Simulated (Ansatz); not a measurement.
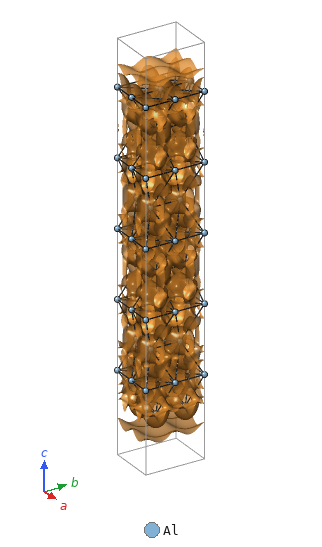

Figure 1: Al (slab). Isosurface of the electron localisation function at 0.55 (orange), seen slightly off an axis. Only the valence region is drawn (cores and ρ < 0.01 e/Å³ removed). Sticks mark near contacts.

All numbers below come from DFT r2SCAN, scalar-relativistic, plane waves, PAW (Ansatz 0.2.0).

Core electrons are frozen (PAW), and the valence fields are smoothed inside the atomic spheres.

```
Al
1.0
     2.82220    0.00000    0.00000
    -1.41110    2.44410    0.00000
     0.00000    0.00000   35.83963
Al
10
Direct
  0.33333 0.66667 0.20927
  0.00000 0.00000 0.27387
  0.66667 0.33333 0.33848
  0.00000 0.00000 0.40309
  0.33333 0.66667 0.46770
  0.00000 0.00000 0.53230
  0.66667 0.33333 0.59691
  0.00000 0.00000 0.66152
  0.33333 0.66667 0.72613
  0.00000 0.00000 0.79073
```

Question: Where are the electrons localised?

Answer: The surface consists of sheets that run through the cell in two directions, counted in one cell of 10 atoms. Counts are for one cell; the picture repeats the cell along the surface. There are no localised bonds or lone pairs at this value. Along the contacts the grid gives the following. Al–Al (2.82 Å): the ELF peaks at about 0.65 between the atoms.
